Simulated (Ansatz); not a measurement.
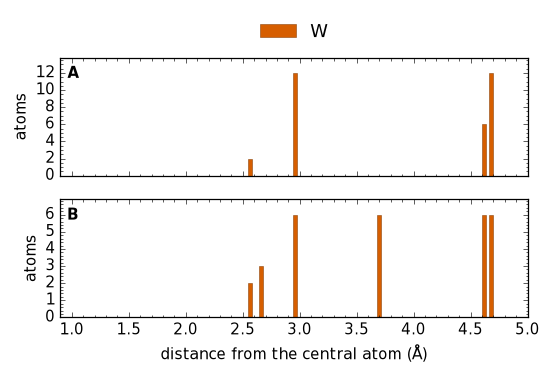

Neighbour shells computed from the structure of W: each bar gives the number of atoms of one element at one distance (within 0.03 Å) from a central atom. Structure used: the end point of a relaxation with DFT, LDA (PW92), plane waves (420 eV) with PAW, scalar-relativistic (Ansatz); the starting structure was generated, so it need not be a known form of this composition.

```
a = 4.613 Å, b = 4.613 Å, c = 2.566 Å, α = 90.00°, β = 90.00°, γ = 120.00°
W1  0.0000  0.0000  0.0000
W2  0.3333  0.6667  0.5000
W3  0.6667  0.3333  0.5000
```

Which atom of the list is the centre of each panel?

Answer. panel A: W1; panel B: W2 (or an equivalent site: W3).

Read off the nearest shells (six at most) of each panel.

Answer. Panel A: 2 W at 2.57 Å, 12 W at 2.96 Å, 6 W at 4.61 Å, 12 W at 4.68 Å
Panel B: 2 W at 2.57 Å, 3 W at 2.66 Å, 6 W at 2.96 Å, 6 W at 3.70 Å, 6 W at 4.61 Å, 6 W at 4.68 Å
